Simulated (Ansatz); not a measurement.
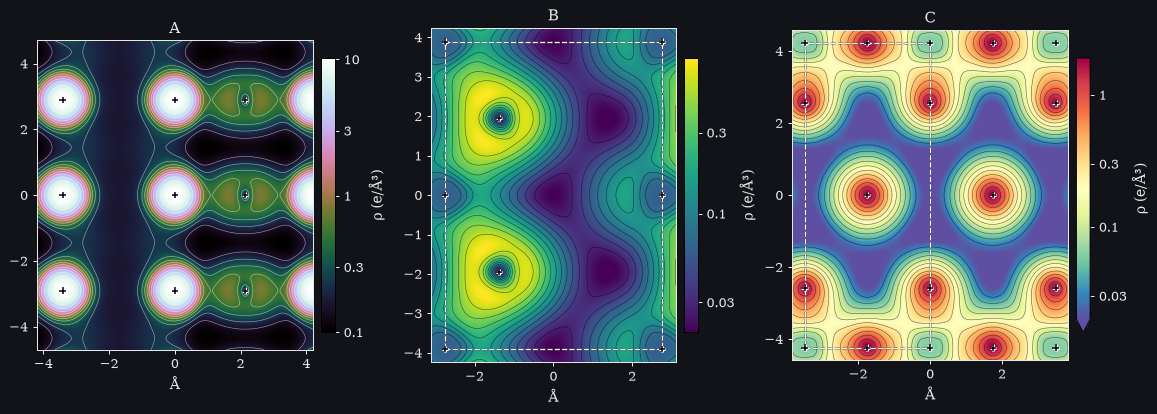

The valence pseudo-density of 3 systems, each on a plane through atoms (crosses mark nuclei in the plane).

Method: Ansatz, DFT PBE, scalar-relativistic, plane waves, PAW.

System 1: Ti₄B, the (100) plane of the conventional cell. Space group I4/mmm; a structure generated by program, which may or may not match a known phase; computed without spin polarisation.

```
Ti B
1.0
     7.69713    0.00000    0.00000
     0.00000    7.69713    0.00000
     0.00000    0.00000    2.90197
Ti B
8 2
Direct
  0.72182 0.00000 0.00000
  0.22182 0.50000 0.50000
  0.27818 0.00000 0.00000
  0.77818 0.50000 0.50000
  0.00000 0.72182 0.00000
  0.50000 0.22182 0.50000
  0.00000 0.27818 0.00000
  0.50000 0.77818 0.50000
  0.00000 0.00000 0.00000
  0.50000 0.50000 0.50000
```

System 2: AlH₄, the (010) plane of the conventional cell. Space group I4/mmm; a structure generated by program, which may or may not match a known phase; computed without spin polarisation.

```
CELL_PARAMETERS angstrom
3.48410 0.00000 0.00000
0.00000 3.48410 0.00000
0.00000 0.00000 8.46508
ATOMIC_POSITIONS crystal
Al 0.00000 0.00000 0.00000
Al 0.50000 0.50000 0.50000
H 0.00000 0.00000 0.19678
H 0.50000 0.50000 0.69678
H 0.00000 0.00000 0.80322
H 0.50000 0.50000 0.30322
H 0.00000 0.50000 0.00000
H 0.50000 0.00000 0.50000
H 0.50000 0.00000 0.00000
H 0.00000 0.50000 0.50000
```

System 3: AlP, the (110) plane of the conventional cell. Space group F-43m; a structure generated by program, which may or may not match a known phase.

```
CELL_PARAMETERS angstrom
5.50680 0.00000 0.00000
0.00000 0.00000 -5.50680
0.00000 5.50680 0.00000
ATOMIC_POSITIONS crystal
Al 0.50000 0.50000 0.00000
Al 0.00000 0.50000 0.50000
Al 0.00000 0.00000 0.00000
Al 0.50000 0.00000 0.50000
P 0.25000 0.75000 0.25000
P 0.75000 0.75000 0.75000
P 0.75000 0.25000 0.25000
P 0.25000 0.25000 0.75000
```

Q: Which map belongs to which system?

A: Panel A is system 1, Ti₄B: the plane holds Ti and B. Ti–B (2.14 Å): the density is about 0.54 e/Å³ at the midpoint. Panel B is system 3, AlP: the plane holds Al and P. Al–P (2.38 Å): the density is about 0.51 e/Å³ at the midpoint. Panel C is system 2, AlH₄: the plane holds Al and H. Al–H (1.67 Å): ρ is about 0.37 e/Å³ halfway.
